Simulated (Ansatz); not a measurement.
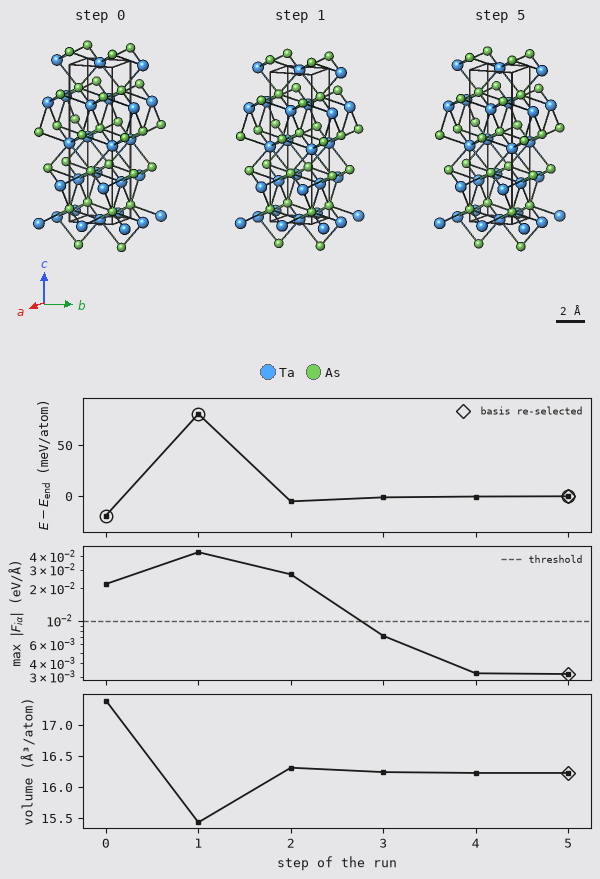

Frames of a relaxation of a crystal of TaAs (set up in I4_1md), marked on the history of the run. The picture is a ball-and-stick view of the conventional cell (2 times the calculation's cell), seen slightly off an axis. Lengths and directions refer to the drawn axes.

The run lets cell and atoms move.

Level of theory: Ansatz, Kohn-Sham DFT of a periodic cell, PBEsol, Ansatz PAW.

The input:
```yaml
crystal:
  lattice:
    - [-1.7218133622, 1.7218133622, 5.8679415361]
    - [1.7218133622, -1.7218133622, 5.8679415361]
    - [1.7218133622, 1.7218133622, -5.8679415361]
  atoms:
    - { symbol: Ta, position: [0.4999673, 0.4999673, 0.0] }
    - { symbol: Ta, position: [0.2499673, 0.7499673, 0.5] }
    - { symbol: As, position: [0.08263212, 0.08263212, 0.0] }
    - { symbol: As, position: [0.83263212, 0.33263212, 0.5] }
hamiltonian:
  xc: pbesol
  pseudopotentials: { kind: paw }
kpoints:
  mp_grid: { grid: [11, 11, 11] }
scf:
  occupations: { method: fermi_dirac, width: 0.05 }
output:
  forces: true
  stress: true
  eigenvalues: true
relax:
  f_tol: 0.01
  max_steps: 40
  cell: { stress_tol: 0.05, p_target: 10.0 }
```

Launched with:
```bash
ansatz run input.yaml --threads 2 --pin off --max-ram 5632MiB --backend cpu --events-out ev --progress --plain --runs-dir out
```

Describe the path.

Answer. The energy rises by 18.9 meV per atom in 4 accepted moves (5 points after the start). With the target pressure of 10 GPa, the enthalpy E + pV changes by −53.9 meV per atom. The largest force component goes from 0.022 to 0.0032 eV/Å. The pressure goes from −3.82 to 9.98 GPa. The SCF was repeated once at an unchanged geometry on a basis and grid sized afresh for the cell, which shifted the energy by 0.3 meV per atom at most. The largest moves relative to the cell, 0.008 Å, are those of Ta and As atoms. Largest moves by element: Ta 0.008 Å, As 0.008 Å. The drawn cell changes as follows: a = b 3.444 → 3.385 Å (−1.7 %), c 11.736 → 11.334 Å (−3.4 %); the volume changes by −6.7 %. Some distances before and after: Ta–Ta 3.402 → 3.300 Å, Ta–Ta 3.444 → 3.385 Å, As–Ta 2.612 → 2.554 Å. The space group stays I4_1md (No. 109). Cost: 80 s on 2 threads of Arm Neoverse V2, on a shared host, peak memory 0.5 GiB. From step 0 to 1: volume −11.3 %, energy +99.7 meV per atom. From step 1 to 5: volume +5.2 %, energy −80.8 meV per atom.

```tsv
step	E − E(0), meV/atom	largest force component, eV/Å	pressure, GPa	volume, Å³/atom	note
0	0.00	0.0220	-3.82	17.396	
1	99.72	0.0436	23.20	15.434	
2	13.88	0.0271	8.69	16.314	
3	17.85	0.0072	9.86	16.244	
4	18.66	0.0032	9.99	16.230	
5	18.91	0.0032	9.98	16.230	same geometry, new basis
```
